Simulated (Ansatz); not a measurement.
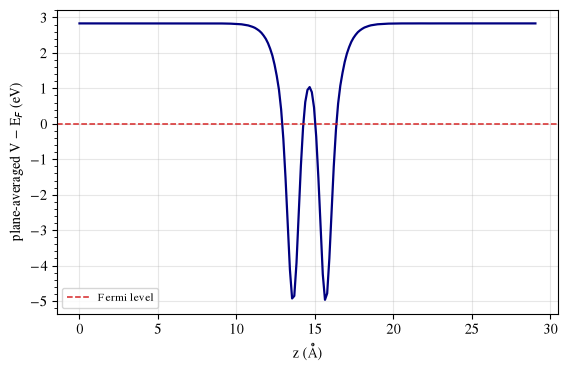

Li2H. Plane average of the electrostatic potential energy of an electron across the slab.

A structure generated by program, which may or may not match a known phase.

Method: DFT r2SCAN, scalar-relativistic, plane waves, PAW (Ansatz).

**What is the work function?**

The potential is flat in the vacuum, 2.8 eV above the Fermi level; this is the work function, the same on both faces.

**What are the slab's thickness and the vacuum gap?**

The outermost nuclei are 2.2 Å apart, in 2 atomic planes; the vacuum between periodic images is 27.0 Å wide.
